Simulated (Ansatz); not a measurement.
## Two runs on MgF3

System: MgF3 (R-3m, 4 atoms in the cell).
Method of the first run: DFT PBE, scalar-relativistic, plane waves, PAW, no spin polarisation (Ansatz 0.2.0).

The structure was made by a generator, so it may or may not be a known phase. Text and figures count atoms from 1; the logs count them from 0 in places.

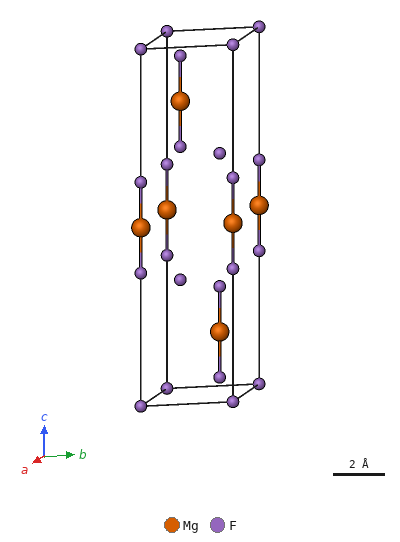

Figure 1. The structure as given in the input (ball-and-stick view of the cell 3 times as large as that of the calculation, set on its symmetry axes, seen slightly off an axis). An atom can appear more than once, as a periodic image.

## Input, the first run
```yaml
crystal:
  lattice:
    - [1.88405992, 1.0877625, 4.81859108]
    - [-1.88405992, 1.0877625, 4.81859108]
    - [0.0, -2.17552501, 4.81859108]
  atoms:
    - { symbol: Mg, position: [0.5, 0.5, 0.5] }
    - { symbol: F, position: [0.0, 0.0, 0.0] }
    - { symbol: F, position: [0.62732817, 0.62732817, 0.62732817] }
    - { symbol: F, position: [0.37267183, 0.37267183, 0.37267183] }
basis:
  ecutwfc: 420
kpoints:
  mp_grid: { grid: [6, 6, 6] }
hamiltonian:
  xc: pbe
scf:
  occupations: { method: gaussian, width: 0.1 }
  lower_state_search: "off"
output:
  forces: true
  stress: true
  eigenvalues: true
```

Launched with:
```bash
ansatz run input.yaml --threads 1 --pin off --max-ram 2560MiB --backend cpu --events-out ev --progress --plain --runs-dir out
```

Hardware: 1 thread of Intel Xeon @ 2.50GHz (Skylake/Cascade Lake), 189 GiB of memory available, shared host.

## Output, shortened to warnings, some set-up lines, iterations and results (the first run)
```
Basis set: ecut = 420 eV, 1169 PW (Γ), exchange–correlation on 72×72×72 points (8 copies of the dense FFT grid, shifted against one another)
Symmetry: 12 space group operations
k-points: 32 of 216
Initial density: superposition of atomic densities (neutral atoms: chi_scale 0, normalization atom), corrected by the library's trained network
[...]
SCF iter   1: F=—  HF=-4344.823218 eV  |F-HF|=—  |Δ(HF+E_count)|=         —  Δρ=1.48e-2  dr2=9.75e-2  ethr=1.77e-3  ⟨swp⟩=5.9  Hψ=3280  notcnv=0
SCF iter   2: F=—  HF=-4344.809660 eV  |F-HF|=—  |Δ(HF+E_count)|=   1.36e-2  Δρ=1.13e-2  dr2=6.85e-2  ethr=3.14e-4  ⟨swp⟩=2.0  Hψ=1024  notcnv=0
SCF iter   3: F=—  HF=-4344.810121 eV  |F-HF|=—  |Δ(HF+E_count)|=   4.61e-4  Δρ=9.83e-3  dr2=5.28e-2  ethr=2.21e-4  ⟨swp⟩=2.0  Hψ=767  notcnv=0
SCF iter   4: F=—  HF=-4344.811027 eV  |F-HF|=—  |Δ(HF+E_count)|=   9.05e-4  Δρ=6.84e-3  dr2=2.54e-2  ethr=1.70e-4  ⟨swp⟩=2.0  Hψ=759  notcnv=0
SCF iter   5: F=—  HF=-4344.809213 eV  |F-HF|=—  |Δ(HF+E_count)|=   1.81e-3  Δρ=2.31e-3  dr2=2.86e-3  ethr=8.20e-5  ⟨swp⟩=2.0  Hψ=767  notcnv=0
SCF iter   6: F=—  HF=-4344.809374 eV  |F-HF|=—  |Δ(HF+E_count)|=   1.61e-4  Δρ=3.88e-4  dr2=4.53e-5  ethr=9.23e-6  ⟨swp⟩=2.6  Hψ=1170  notcnv=0
SCF iter   7: F=—  HF=-4344.809291 eV  |F-HF|=—  |Δ(HF+E_count)|=   8.31e-5  Δρ=6.03e-5  dr2=1.47e-6  ethr=1.46e-7  ⟨swp⟩=2.0  Hψ=1042  notcnv=0
SCF iter   8: F=—  HF=-4344.809293 eV  |F-HF|=—  |Δ(HF+E_count)|=   2.23e-6  Δρ=1.76e-5  dr2=1.48e-7  ethr=4.73e-9  ⟨swp⟩=2.0  Hψ=1127  notcnv=0
SCF iter   9: F=-4344.809293 eV  HF=-4344.809293 eV  |F-HF|=2.11e-9  |Δ(HF+E_count)|=   6.61e-8  Δρ=3.12e-6  dr2=5.54e-9  ethr=3.23e-10  ⟨swp⟩=5.0  Hψ=2702  notcnv=0
SCF 1 converged in 9 iterations: F = -4344.809293 eV  dr2 = 5.54e-9
SCF converged after 9 iterations
Free energy (F): -4344.809293 eV
Harris-Foulkes:  -4344.809293 eV  (|F-HF|=2.11e-9)
Internal energy: -4344.754858 eV  (E = F + TS)
E sigma→0 (E₀):  -4344.782075 eV
Entropy (-TS):   -0.054436 eV (-13.609 meV/atom)
Fermi energy:    1.792156 eV
--- Per-component energies (eV) ---
  E_band       = -511.424744
  E_kinetic    = 690.332771
  E_local      = -3727.475687  (includes V_loc(G=0)·N_el)
  E_nonlocal   = 316.309534
  E_hartree    = 1387.028466
  E_xc         = -266.169671
  E_vxc        = -341.217460  (∫ρ·V_xc dr)
  E_paw        = -891.737599  (= ΣΔE_a)
  E_vpaw       = -223.435008  (= ΣTr[D̂ρ^β])
  E_aug_tail   = 0.006164  (compensation charges beyond the density's cutoff)
  E_ewald      = -1853.048835
  E_smearing   = -0.054436  (= −TS)
  E_closure    = 0.000000  (closes the sum)
  Σ components = -4344.809293   (vs F -4344.809293, Δ=0.00e0)
--- Forces (eV/Å), atoms counted from 1 ---
  atom   1  Mg    -0.00000000     0.00000000     0.00000000
  atom   2  F     -0.00000000    -0.00000000     0.00000000
  atom   3  F      0.00000000     0.00000000    -1.99746019
  atom   4  F      0.00000000    -0.00000000     1.99746019
  max |Σ_I F_I| component: 1.18e-30 eV/Å
--- Stress (GPa, compression-positive) ---
       19.639080       0.000000      -0.000000
        0.000000      19.639080       0.000000
        0.000000       0.000000     -18.036789
  P = ⅓ Tr σ = 7.0805 GPa (70.805 kbar)
```

The input of the second run differs as follows (lines with − go, lines with + come):
```diff
-    - { symbol: F, position: [0.0, 0.0, 0.0] }
-    - { symbol: F, position: [0.62732817, 0.62732817, 0.62732817] }
-    - { symbol: F, position: [0.37267183, 0.37267183, 0.37267183] }
+    - { symbol: F, position: [0.0, 0.0, 0.0], spin: 1.0 }
+    - { symbol: F, position: [0.62732817, 0.62732817, 0.62732817], spin: 1.0 }
+    - { symbol: F, position: [0.37267183, 0.37267183, 0.37267183], spin: 1.0 }
+  populations: true
+magnetization:
+  spin_polarized: true
```

What does this change do to the results?

With the same functional and potentials, the second run lies 55.3 meV per atom lower. The largest force goes from 1.997 to 2.045 eV/Å. With spin allowed, the absolute moment of the cell comes to 1.13 μB. Exchange favours parallel spins in the open shell, so the polarised state lies below the unpolarised one. The SCF takes 16 iterations against 9. On the same kind of shared host the second run took about 3.2 times as long.

## Output, shortened to warnings, some set-up lines, iterations and results (the second run)
```
Basis set: ecut = 420 eV, 1169 PW (Γ), exchange–correlation on 72×72×72 points (8 copies of the dense FFT grid, shifted against one another)
Symmetry: 12 space group operations
k-points: 32 of 216
[...]
SCF iter   1: F=—  HF=-4347.826509 eV  |F-HF|=—  |Δ(HF+E_count)|=         —  Δρ=1.19e-1 (↑7.39e-2 ↓1.19e-1)  dr2=1.79e1  dr2_m=1.96e0  M=2.058 μB ∫|m|=2.196 μB  β_m=0.30  …
SCF iter   2: F=—  HF=-4345.781494 eV  |F-HF|=—  |Δ(HF+E_count)|=    2.05e0  Δρ=5.48e-2 (↑5.48e-2 ↓4.80e-2)  dr2=2.94e0  dr2_m=7.13e-1  M=1.174 μB ∫|m|=1.475 μB  β_m=0.30  …
SCF iter   3: F=—  HF=-4345.436909 eV  |F-HF|=—  |Δ(HF+E_count)|=   3.45e-1  Δρ=3.87e-2 (↑3.55e-2 ↓3.87e-2)  dr2=1.55e0  dr2_m=4.52e-1  M=1.127 μB ∫|m|=1.408 μB  β_m=0.30  …
SCF iter   4: F=—  HF=-4345.040517 eV  |F-HF|=—  |Δ(HF+E_count)|=   3.96e-1  Δρ=2.89e-2 (↑2.10e-2 ↓2.89e-2)  dr2=3.88e-1  dr2_m=2.88e-1  M=1.027 μB ∫|m|=1.297 μB  β_m=0.30  …
SCF iter   5: F=—  HF=-4344.953920 eV  |F-HF|=—  |Δ(HF+E_count)|=   8.66e-2  Δρ=1.87e-2 (↑1.85e-2 ↓1.87e-2)  dr2=7.16e-2  dr2_m=1.62e-1  M=1.011 μB ∫|m|=1.241 μB  β_m=0.30  …
[... 7 lines ...]
SCF iter  13: F=—  HF=-4345.030530 eV  |F-HF|=—  |Δ(HF+E_count)|=   1.17e-4  Δρ=8.65e-5 (↑8.20e-5 ↓8.65e-5)  dr2=9.11e-6  dr2_m=2.68e-6  M=1.002 μB ∫|m|=1.133 μB  β_m=0.87  …
SCF iter  14: F=—  HF=-4345.030537 eV  |F-HF|=—  |Δ(HF+E_count)|=   7.35e-6  Δρ=1.88e-5 (↑1.29e-5 ↓1.88e-5)  dr2=7.00e-7  dr2_m=3.62e-8  M=1.002 μB ∫|m|=1.134 μB  β_m=0.94  …
SCF iter  15: F=—  HF=-4345.030538 eV  |F-HF|=—  |Δ(HF+E_count)|=   9.06e-7  Δρ=9.25e-6 (↑3.81e-6 ↓9.25e-6)  dr2=1.03e-7  dr2_m=8.71e-9  M=1.002 μB ∫|m|=1.134 μB  β_m=0.97  …
SCF iter  16: F=-4345.030538 eV  HF=-4345.030538 eV  |F-HF|=1.10e-9  |Δ(HF+E_count)|=   7.17e-8  Δρ=3.06e-6 (↑9.73e-7 ↓3.06e-6)  dr2=7.05e-9  dr2_m=1.18e-9  M=1.002 μB …
SCF 1 converged in 16 iterations: F = -4345.030538 eV  dr2 = 7.05e-9
SCF converged after 16 iterations
Magnetization: 1.0016 μB (16.0008 up, 14.9992 down)
Absolute magnetization: 1.1339 μB (∫|ρ↑−ρ↓|, with the PAW one-centre terms)
Spin contamination: 0.0148 ħ² per cell (⟨S²⟩ above its minimum at these occupations)
Per-site moments (μB) at R_I (Å): [(-0.00302890927359289, 0.7592587004409704), (0.6543888577833106, 0.9275558306423985), (0.18810852294805652, 0.7592587004409704), (0.18810852294805655, 0.7592587004409704)]
Free energy (F): -4345.030538 eV
Harris-Foulkes:  -4345.030538 eV  (|F-HF|=1.10e-9)
Internal energy: -4345.024447 eV  (E = F + TS)
E sigma→0 (E₀):  -4345.027493 eV
Entropy (-TS):   -0.006091 eV (-1.523 meV/atom)
Fermi energy:    2.109908 eV
--- Per-component energies (eV) ---
  E_band       = -512.047730
  E_kinetic    = 690.215265
  E_local      = -3727.254034  (includes V_loc(G=0)·N_el)
  E_nonlocal   = 316.483866
  E_hartree    = 1386.764354
  E_xc         = -266.206758
  E_vxc        = -341.266520  (∫ρ·V_xc dr)
  E_paw        = -891.984473  (= ΣΔE_a)
  E_vpaw       = -223.763360  (= ΣTr[D̂ρ^β])
  E_aug_tail   = 0.006168  (compensation charges beyond the density's cutoff)
  E_ewald      = -1853.048835
  E_smearing   = -0.006091  (= −TS)
  E_closure    = -0.000000  (closes the sum)
  Σ components = -4345.030538   (vs F -4345.030538, Δ=0.00e0)
--- Forces (eV/Å), atoms counted from 1 ---
  atom   1  Mg     0.00000000     0.00000000     0.00000000
  atom   2  F      0.00000000     0.00000000    -0.00000000
  atom   3  F      0.00000000     0.00000000    -2.04498982
  atom   4  F      0.00000000    -0.00000000     2.04498982
  max |Σ_I F_I| component: 4.44e-16 eV/Å
--- Stress (GPa, compression-positive) ---
       19.394196       0.000000      -0.000000
        0.000000      19.394196       0.000000
        0.000000       0.000000     -17.537295
  P = ⅓ Tr σ = 7.0837 GPa (70.837 kbar)
--- Löwdin populations: 4 sites ---
  site symbol       q [e]    m [muB]
     0     Mg      8.4359    -0.0415
     1      F      7.2548     0.6612
     2      F      7.5697     0.1981
     3      F      7.5697     0.1981
  spilling = 0.005480 (of n_electrons = 31.000000)
```

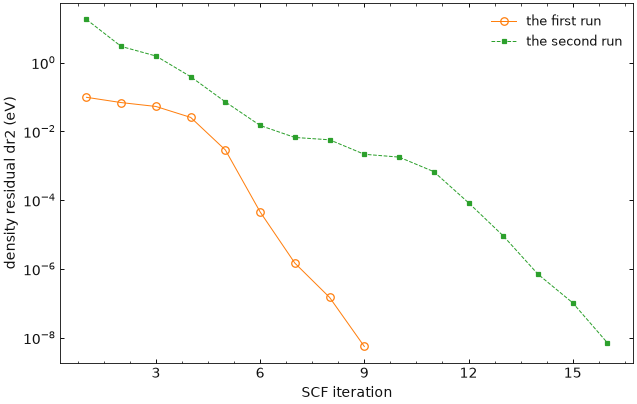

Figure 2. Convergence of the two runs: density residual dr2 against the SCF iteration. The first run takes 9 iterations in all, and the second run takes 16.

## The two runs side by side

| quantity | the first run | the second run |
| --- | --- | --- |
| outcome | converged | converged |
| free energy per atom (eV) | −1086.2023 | −1086.2576 |
| energy per atom, smearing taken to zero (eV) | −1086.1955 | −1086.2569 |
| gap on the mesh (eV) | 0.00 | 0.00 |
| pressure (GPa) | 7.08 | 7.08 |
| largest force (eV/Å) | 1.997 | 2.045 |
| SCF iterations | 9 | 16 |
| irreducible k-points | 32 | 32 |
| plane waves at Γ | 1169 | 1169 |
| net moment of the cell (μB) | – | 1.00 |
| absolute moment of the cell (μB) | – | 1.13 |
| wall time (shared host) | 5.6 s | 18 s |

For the first run: The cell holds an odd number of electrons but the run has no spin polarisation, so a band is left half filled.
